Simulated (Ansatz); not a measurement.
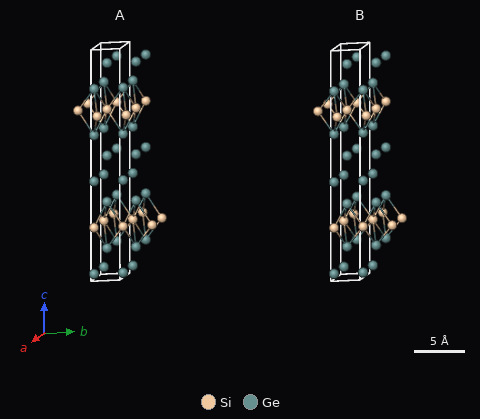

Two geometries of crystalline SiGe₄ (a generated structure, set up in P6_3/mmc), drawn at one scale. One is the start of a relaxation, the other its converged end. A ball-and-stick model of the cell of the calculation, repeated 2 × 2 × 1 with one cell outlined, seen slightly off an axis.

The calculation used DFT PBE, scalar-relativistic, plane waves, PAW in Ansatz. (plane-wave cutoff 420 eV; k-point mesh 12 × 12 × 2; occupations gaussian; smearing width 0.1 eV; no spin polarisation; cell and atoms relaxed; force threshold 0.01 eV/Å; at most 80 steps)

Question: Which geometry has the lower energy?

Answer: Structure B is the relaxed one. The largest moves relative to the cell, 0.17 Å, are those of Ge atoms. Si stays in place. The drawn cell changes as follows: a = b 2.973 → 2.981 Å (+0.3 %), c 24.126 → 24.035 Å (−0.4 %); the volume changes by +0.1 %. Near-neighbour distances that change, for instance: Ge–Si 2.961 → 2.819 Å. The space group stays P6_3/mmc (No. 194). Over 6 accepted moves (8 points after the start) the energy falls by 17.5 meV per atom. The largest force component goes from 0.41 to 0.00055 eV/Å. The pressure goes from 0.12 to 0.00 GPa. The line search rejected the trial step at point 5 of the run. At 1 point the geometry stayed and the basis and grid were re-selected for the new cell (energy shift of less than 0.05 meV per atom at most each time).
